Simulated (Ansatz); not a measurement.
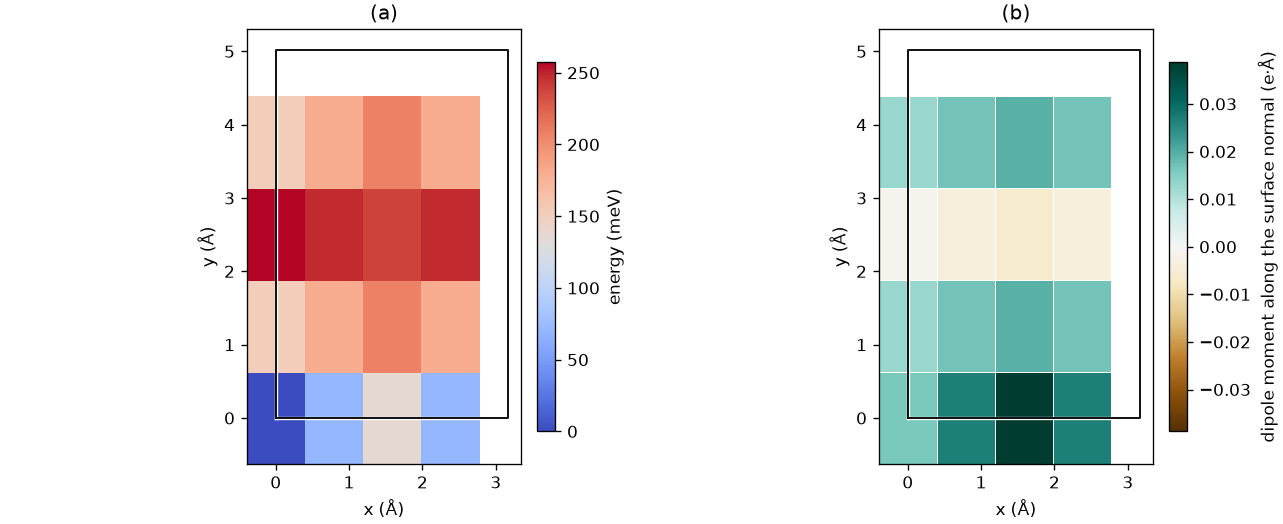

N₂ on a Hf(100) slab cut from the P6_3/mmc phase, its upper half relaxed before the scan (8 atoms of substrate and one adsorbate in a 2 × 1 cell). 
- N2 is moved over the surface cell at a fixed height above a rigid substrate; the origin of the map has the adsorbate above Hf7; the height is held at 3.00 Å.
- Places are given modulo a cell vector. The map is drawn in real space over the plane of the surface.
- Grid: 4 × 4 points; 9 points were computed and 7 follow by symmetry.
- Places are given in fractions of the 1 × 1 surface cell.
- Energies: meV, counted from the lowest grid point.
- At a fixed height the lowest place need not be the adsorption site.
- The calculation used DFT PBE+D3(BJ), scalar-relativistic, plane waves, PAW in Ansatz. Settings: cutoff 420 eV, k-mesh 4×6×1, gaussian smearing 0.1 eV, no spin polarisation.

Panel (a) is the energy and panel (b) the computed dipole moment along the surface normal on the same grid.

In the figure: one coloured cell a grid point, the outline of one cell of the plane.

Q: How does the dipole moment along the surface normal vary over the map, and what is it at the lowest grid point?

A: It runs from −0.01 e·Å at a fourfold hollow over a second-layer Hf atom, (2/4, 2/4) of the cell vectors to 0.04 e·Å at a bridge site between two Hf atoms, over a third-layer Hf atom, (2/4, 0/4) of the cell vectors. At the lowest grid point, the top site over a surface Hf atom, (0/4, 0/4) of the cell vectors, it is 0.02 e·Å.
